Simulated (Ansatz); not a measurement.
Input

```
crystal:
  lattice:
    - [3.8929549954, 0.0, 0.0]
    - [0.0, 3.8929549954, 0.0]
    - [0.0, 0.0, 4.9183214469]
  atoms:
    - { symbol: Hf, position: [0.5, 0.0, 0.1740878165] }
    - { symbol: Hf, position: [0.0, 0.5, 0.8259121835] }
    - { symbol: "N", position: [0.0, 0.0, 0.0] }
    - { symbol: "N", position: [0.5, 0.5, 0.0] }
basis:
  ecutwfc: 420
  ecutrho_ratio: 4
kpoints:
  mp_grid: { grid: [10, 10, 8] }
hamiltonian:
  xc: pbe
scf:
  occupations: { method: gaussian, width: 0.05 }
output:
  forces: true
  stress: true
  eigenvalues: true
  write_density: true
  write_potential: true
  elf: true
  volumetric_format: npy
relax:
  f_tol: 0.01
  max_steps: 40
  cell: { stress_tol: 0.1, fix: [volume] }
```

Run with:

```sh
ansatz run input.yaml --threads 2 --pin off --max-ram 2662MiB --backend cpu --events-out ev --progress --plain --runs-dir out
```

Below, planes, directions and counts refer to the conventional cell (a = 3.88 Å, b = 3.88 Å, c = 4.96 Å, α = 90.00°, β = 90.00°, γ = 90.00°).

The fields are those of the run's last geometry, not of the input's.

Space group P4/nmm; started from the PbO prototype, which need not be the ambient phase; changed on purpose from its base cell (volume × 1.040); computed pressure about −2 GPa in this cell.

These are results of Ansatz 0.2.0, DFT PBE, scalar-relativistic, plane waves, PAW, not measurements.

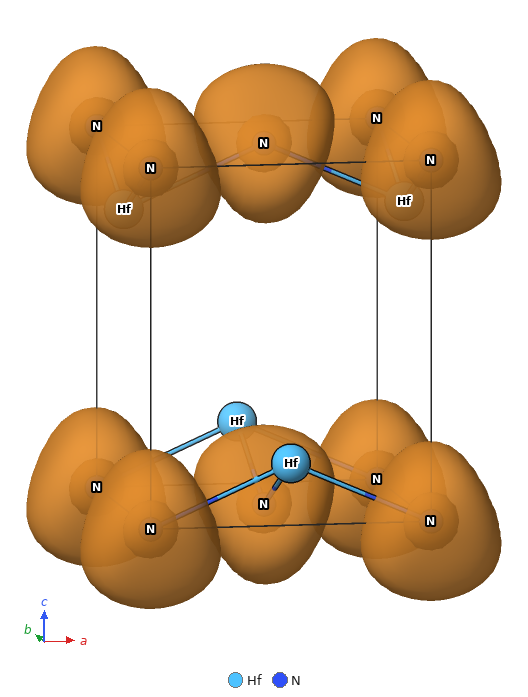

HfN. Isosurface of the electron localisation function at 0.6 (orange), seen slightly off an axis. Only the valence region is drawn (cores and ρ < 0.01 e/Å³ removed). Sticks mark near contacts.

### Where are the electrons localised?

At this value the surface marks out two regions wrapped around N (the valence shell of each), counted in one cell of 4 atoms. Regions shared between cells count once.

Values along the shortest contacts:
Hf–N (2.12 Å): the ELF peaks at about 0.85 in the valence shell of N, 0.6 Å from its nucleus, and is about 0.25 at the midpoint: no shared electron pair shows on this line.

### Does the calculation make it a metal, or give it a gap?

It is metallic or semimetallic at this level of theory: no gap opens.
